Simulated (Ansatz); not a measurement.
WS2 (slab)

```cif
data_structure
_symmetry_space_group_name_H-M 'P 1'
_symmetry_Int_Tables_number 1
_cell_length_a 3.1595
_cell_length_b 3.1595
_cell_length_c 23.8043
_cell_angle_alpha 90.000
_cell_angle_beta 90.000
_cell_angle_gamma 120.000
_cell_volume 205.79
loop_
_atom_site_label
_atom_site_type_symbol
_atom_site_fract_x
_atom_site_fract_y
_atom_site_fract_z
_atom_site_occupancy
S1 S 0.33333 0.66667 0.18904 1
W1 W 0.66667 0.33333 0.25526 1
S2 S 0.33333 0.66667 0.32138 1
S3 S 0.33333 0.83333 0.46600 1
W2 W 0.66667 0.50000 0.53213 1
S4 S 0.33333 0.83333 0.59834 1
```

A point of a scan over the structure, not its minimum; PAW files of the earlier set (soft_1).

Theory: DFT PBE+D3(BJ), scalar-relativistic, plane waves, PAW (Ansatz 0.2.0).

**Predict the valence pseudo-density and electron localisation function between the atoms.**

W–S (2.41 Å): ρ at the midpoint is about 0.63 e/Å³; the ELF peaks at about 0.85 in the valence shell of S, 0.8 Å from its nucleus, and is about 0.50 at the midpoint.

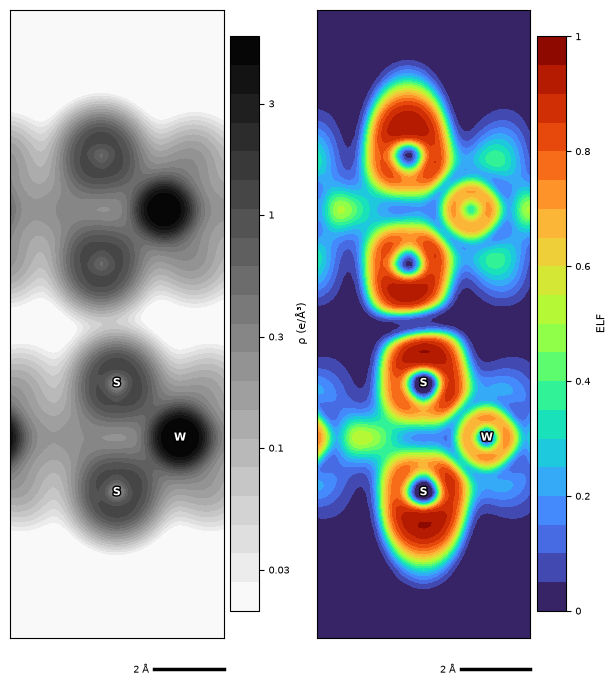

Computed valence pseudo-density and electron localisation function on the (110) plane of the calculation cell, a cut from vacuum to vacuum, in this order. Atoms just off the plane (S, 0.3 Å away and W, 0.3 Å away) can leave unmarked features too.

The density is the valence pseudo-density of a PAW calculation; it isn't the true density close to the nuclei.
